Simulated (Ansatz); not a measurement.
Take the following structure.

```
CELL_PARAMETERS angstrom
4.26140 0.00000 0.00000
0.00000 4.26140 0.00000
0.00000 0.00000 4.01349
ATOMIC_POSITIONS crystal
Na 0.00000 0.00000 0.00000
Na 0.50000 0.50000 0.50000
```

Interpret the file: composition, symmetry and coordination.

Answer. The element is sodium. The atoms follow space group I4/mmm (No. 139); the Bravais lattice is body-centred tetragonal. The cell holds two atoms. Around each Na lie eight Na in a cubic arrangement at 3.62 Å. The bonds build a three-dimensional framework.

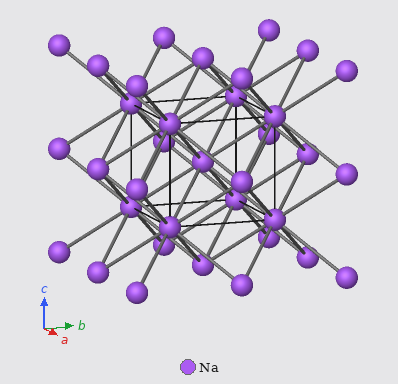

The image is a ball-and-stick drawing of a crystal, viewed slightly off an axis. Thin lines show the conventional unit cell, with boundary atoms drawn in all their periodic places. Neighbours across the faces are drawn wherever a bond reaches them.

It goes back to a structure listed in the Materials Project, with elements exchanged, so it need not be a known form of the compound. The geometry was optimised with DFT PBEsol, scalar-relativistic, plane waves, PAW in Ansatz 0.2.0.
